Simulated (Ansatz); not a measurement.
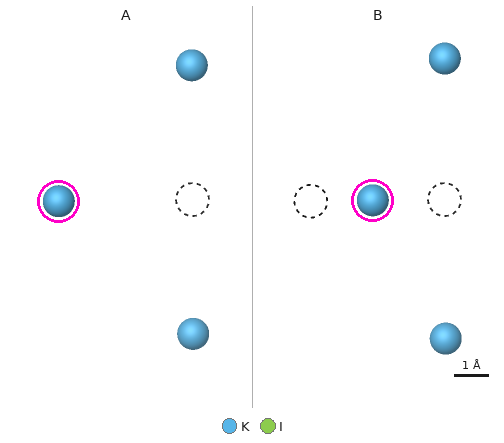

A vacancy jump of potassium in KI (Pm-3m phase), in a cell of charge −1 (on a uniform background) with 23 atoms, whose images lie 10.6 Å apart. One frame is the relaxed vacancy; in the other the neighbouring K atom (ringed) was set half-way along its jump of 4.34 Å and all atoms were relaxed in the symmetry of that start. Dashed circles mark empty sites. A ball-and-stick model of the slice 3.8 Å thick through the jump, out to 4.6 Å from its middle, seen across the jump.

Level of theory: Ansatz 0.2.0, DFT PBE, scalar-relativistic, plane waves, PAW. Settings: plane-wave cutoff 420 eV; k-point mesh 2 × 2 × 2; occupations gaussian; smearing width 0.05 eV; no spin polarisation; atoms relaxed in a fixed cell; force threshold 0.02 eV/Å.

Which frame is the half-way one, and how far apart are the two in energy?

Answer. Frame B is the half-way start after relaxation. It lies 0.24 eV above the relaxed vacancy. The atom stays half-way, on the straight line. The symmetry of the start was kept and can hold it there, so for a path with one hump at the middle this is the barrier or an upper bound to it. There it has 4 I as nearest neighbours, the closest at 3.31 Å. The gap on the mesh is 3.28 eV with the relaxed vacancy and 3.25 eV half-way.

Limits of the set-up: the cell is charged, on a uniform background, and energies carry no finite-size correction.
